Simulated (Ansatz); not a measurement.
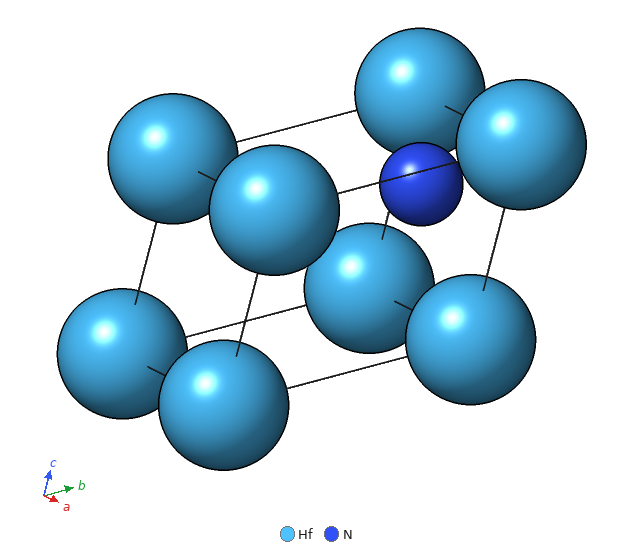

We look at a spheres-only model of the crystal slightly off an axis. Lines trace the edges of the simulation cell.

The input file of the run:
```yaml
crystal:
  lattice:
    - [0.0, 2.454822, 2.454822]
    - [2.454822, 0.0, 2.454822]
    - [2.454822, 2.454822, 0.0]
  atoms:
    - { symbol: Hf, position: [0.0, 0.0, 0.0] }
    - { symbol: "N", position: [0.6573938279, 0.780868724, 0.780868724] }
basis:
  ecutwfc: 420
kpoints:
  mp_grid: { grid: [16, 16, 16] }
hamiltonian:
  xc: pbesol
scf:
  occupations: { method: gaussian, width: 0.15 }
output:
  forces: true
  stress: true
  eigenvalues: true
  write_density: true
  write_potential: true
  elf: true
  volumetric_format: npy
```
Run as:
```sh
ansatz run input.yaml --threads 1 --pin off --max-ram 2560MiB --backend cpu --events-out ev --progress --plain --runs-dir out
```

Level of theory: DFT PBEsol, scalar-relativistic, plane waves, PAW (Ansatz 0.2.0). Settings were a 420 eV plane-wave basis, k-point mesh 16×16×16, Gaussian smearing of 0.15 eV, no spin polarisation.

Question: Does it come out as a metal, or with a gap?

Answer: A metal: bands cross the Fermi level.

Question: Would the cell expand or shrink if it could?

Answer: The computed pressure is 4.0 GPa (compressed: it would expand). The stress isn't hydrostatic: its largest component is 13.4 GPa.

The initial geometry was a structure listed in the Materials Project. The cell was then strained or its atoms displaced on purpose. It went into a calculation with Ansatz.

At this level of theory the run's own cell isn't at rest (compressed, at 4 GPa and forces up to 2.8 eV/Å), so its distances can differ from those at equilibrium, the more so the softer the solid.
